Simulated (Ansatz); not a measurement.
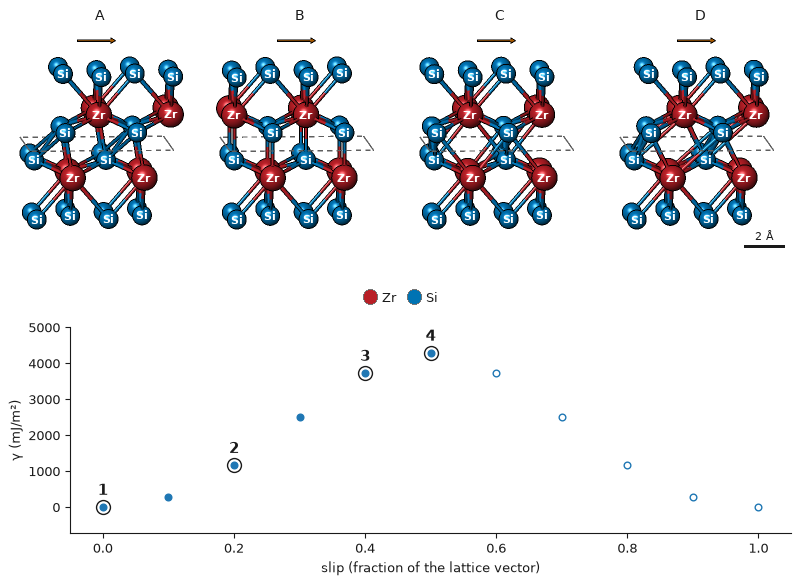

Solid ZrSi$_{2}$ (Cmcm): the crystal above a cut along the (0 −1 0) plane of the conventional cell (between a plane of Si below and one of Si above, 1.57 Å apart) is slid rigidly by fractions of an in-plane lattice vector 3.67 Å long (a generalised stacking fault). One cut stands in each cell, which starts 14.6 Å high; nothing is relaxed, and the dashed outline marks the cut, the arrow on top the direction of slip. The frames are shuffled; the numbered points of the plot belong to them. Hollow markers are points alike by symmetry, not computed again. Style: ball-and-stick. Shown: the layers on both sides of the cut, from the side, nearly along the cut plane.

Level of theory: DFT PBEsol, scalar-relativistic, plane waves, PAW (Ansatz 0.2.0). (plane-wave cutoff 420 eV; k-point mesh 13 × 13 × 4; occupations gaussian; smearing width 0.15 eV; no spin polarisation). Energies (free energies at the smearing named) are counted from the relaxed crystal.

Match the frames to the points.

Point 1 is frame C (the slip 0.00, 0 mJ/m²); 2 is frame D (the slip 0.20, 1164 mJ/m²); 3 is frame A (the slip 0.40, 3726 mJ/m²); 4 is frame B (the slip 0.50, 4286 mJ/m²). The curve starts and ends at zero, since a full lattice vector restores the crystal. Its highest computed point is 4286 mJ/m² at slip 0.50, which the unstable stacking-fault energy of this rigid path equals or slightly exceeds. No local minimum shows among the points, so there is no metastable fault on this line. The path is symmetric about half-way. Relaxation across the fault would lower the values.
